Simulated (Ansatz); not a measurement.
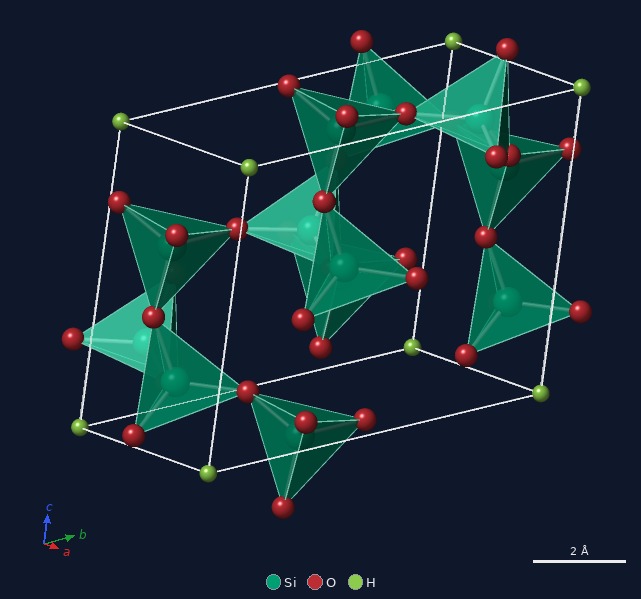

A polyhedral rendering, viewed slightly off an axis. The edges of the simulation cell are marked. A few atoms beyond the faces are included. Cell: a = 7.452 Å, b = 7.452 Å, c = 7.452 Å, α = 71.35°, β = 71.35°, γ = 71.35°.

State composition, symmetry and coordination.

The structure is one of Si$_{9}$HO$_{18}$. Symmetry: P1 (translations only). Cell content 9 Si, 1 H, 18 O; Z = 1. The polyhedra are SiO4 tetrahedra; they share corners. Si bonds to four O in a tetrahedral arrangement at about 1.6 Å. Each O has two Si in a bent arrangement at about 1.6 Å. The bonds build a three-dimensional framework; H atoms get no bond from the drawing's distance rule.

The model was built from a structure listed in the Materials Project, repeated into a supercell with a point defect put in. The atoms were relaxed in a fixed cell with Ansatz, DFT PBE, scalar-relativistic, plane waves, PAW.
